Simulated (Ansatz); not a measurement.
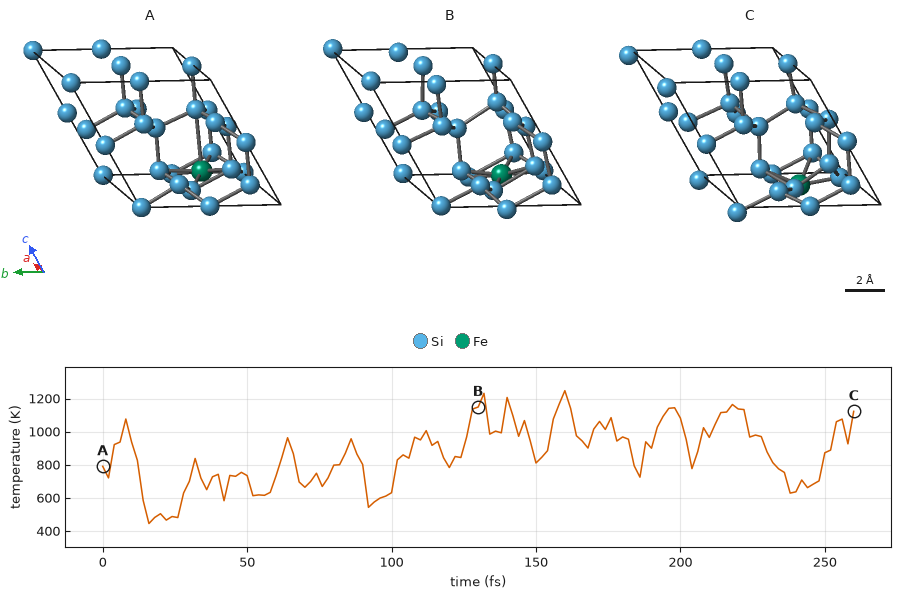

Molecular dynamics of Si with an interstitial Fe (17 atoms in the cell), 260 fs long. Frames (A at 0 fs, B at 130 fs, C at 260 fs) and the history of the run. The picture is a ball-and-stick view of the reduced simulation cell, seen from a free direction. Bonds to atoms that aren't drawn are left out. Lengths and directions refer to the drawn axes.

Computed with DFT PBEsol, scalar-relativistic, plane waves, PAW in Ansatz 0.2.0. Run with plane-wave cutoff 420 eV; k-point mesh 2 × 2 × 2; Fermi-Dirac smearing 0.02 eV; spin collinear; Langevin thermostat (NVT); set temperature 840 K; time step 2 fs; friction 0.05 per fs.

Q: Describe the run.

A: The mean temperature in the second half is 969 K (standard deviation 152 K). The potential energy is still drifting at the end, so the run hasn't reached equilibrium. The potential energy in the second half lies on average 105 meV per atom above the first frame. Root-mean-square distances from the starting positions over the second half, with the common drift of all atoms taken out: Fe 0.54 Å, Si 0.28 Å. Against the typical shortest distance between atoms in the first frame, about 2.3 Å, the Fe atoms make wide excursions, while the Si atoms stay at their sites; the run is too short to say whether this is diffusion.

Limits of the set-up: the k-point mesh is coarse for a cell with partly filled bands; the periodic images lie only 7.7 Å apart, so the values are limited by the cell's size.

Cost: 22 min on 2 threads of Arm Neoverse V2, on a shared host, peak memory 0.73 GiB.

PAW datasets: the set soft_1.
